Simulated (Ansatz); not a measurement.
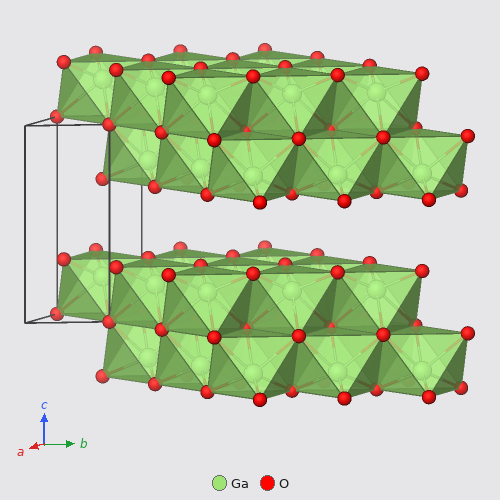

Polyhedra are drawn about Ga (bonds: Ga–O below 2.5 Å); other atoms are plain spheres.

The compound is Ga₂O₃ (space group P-3m1, No. 164), taken as the geometry relaxed with DFT, PBEsol, plane waves, PAW (Ansatz); the starting structure was generated, so it need not be a known form of this composition.

### What figure surrounds each Ga atom, and what does it share with the other drawn polyhedra?

Ga: GaO6 octahedron, sharing edges with nine neighbours and corners with three neighbours.

### How do these polyhedra hang together as a whole?

They form layers of corner- and edge-sharing octahedra parallel to (001).

### How far apart are the centres of linked polyhedra?

Centre to centre across a shared edge: 2.99 to 3.28 Å; across a shared corner: 4.44 Å.
